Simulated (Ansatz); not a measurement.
System: Pd (slab).

```cif
data_structure
_symmetry_space_group_name_H-M 'P 1'
_symmetry_Int_Tables_number 1
_cell_length_a 5.4291
_cell_length_b 2.7145
_cell_length_c 23.6493
_cell_angle_alpha 90.000
_cell_angle_beta 90.000
_cell_angle_gamma 120.000
_cell_volume 301.84
loop_
_atom_site_label
_atom_site_type_symbol
_atom_site_fract_x
_atom_site_fract_y
_atom_site_fract_z
_atom_site_occupancy
Pd1 Pd 0.33333 0.33333 0.35942 1
Pd2 Pd 0.83333 0.33333 0.35942 1
Pd3 Pd 0.66667 0.66667 0.45314 1
Pd4 Pd 0.16667 0.66667 0.45314 1
Pd5 Pd 0.00000 0.00000 0.54608 1
Pd6 Pd 0.50000 0.00000 0.54608 1
Pd7 Pd 0.33334 0.33334 0.63983 1
Pd8 Pd 0.83334 0.33334 0.63983 1
```

These are results of DFT LDA, scalar-relativistic, plane waves, PAW (Ansatz), not measurements.

> What can the converged valence pseudo-density and electron localisation function tell about the bonding?

Pd–Pd (2.71 Å): the density is about 0.32 e/Å³ at the midpoint; the ELF is about 0.20 at the midpoint; no shared electron pair shows on this line.

> Metal or insulator at this level of theory?

It is metallic or semimetallic at this level of theory: no gap opens.

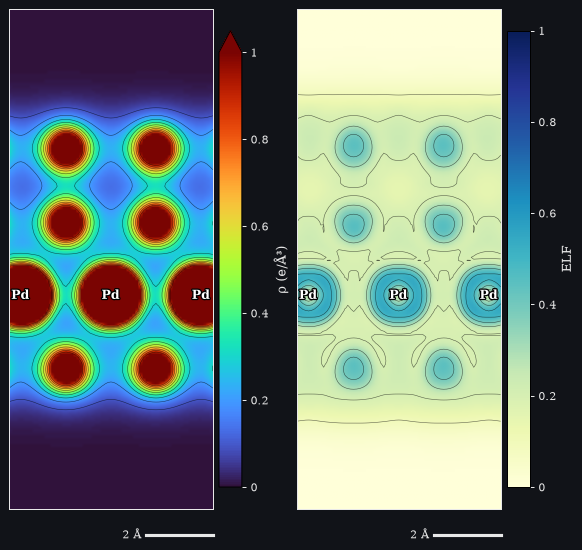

Computed valence pseudo-density and electron localisation function on the (010) plane of the calculation cell, a cut from vacuum to vacuum, in this order. Atoms just off the plane (Pd, 0.8 Å away) can leave unmarked features too.
